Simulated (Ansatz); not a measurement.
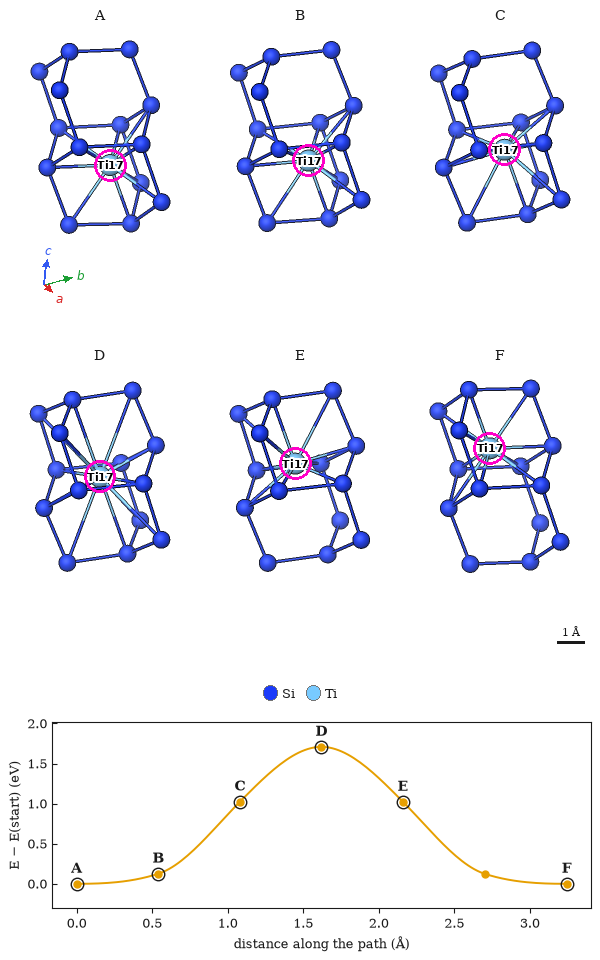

NEB run on Si with an interstitial Ti (17 atoms in the cell). Images are numbered from 0 (start) to 6 (end). Frames A to F are images 0, 1, 2, 3, 4, 6. The picture is a ball-and-stick view of the atoms within 4.2 Å of the middle of the path, seen slightly off an axis. The moving atom is ringed, with any periodic copies. Bonds to atoms that aren't drawn are left out.

Level of theory: DFT PBE-D3(BJ), scalar-relativistic, plane waves, PAW in Ansatz. Run with plane-wave cutoff 420 eV; k-point mesh 2 × 2 × 2; Gaussian smearing 0.05 eV; 5 movable images; climbing image; force threshold 0.05 eV/Å; iteration limit 47; spring constant 1.0 eV/Å²; starting path by straight interpolation.

> Describe the mechanism and the energy profile.

The Ti atom travels furthest, 2.35 Å from end to end, along [−1 −1 3], on a straight line. At the highest image its nearest neighbour (Si) is 2.44 Å away, against 2.43 Å at the start, and the surrounding atoms stand up to 0.37 Å off the mean of their end positions. The two ends have the same energy, and the highest point, image 3, lies 1.71 eV above the start. The band converged in 8 iterations. The largest component of the band force went from 2.1 to 0.015 eV/Å. The climbing image converged on the top of the path. A check of its curvatures found one unstable direction (−4.4 eV/Å²), as a transition state must have.

Limits of the set-up: the k-point mesh is coarse for a cell with partly filled bands; the periodic images lie only 7.7 Å apart, so the values are limited by the cell's size.

PAW datasets: the set soft_1.
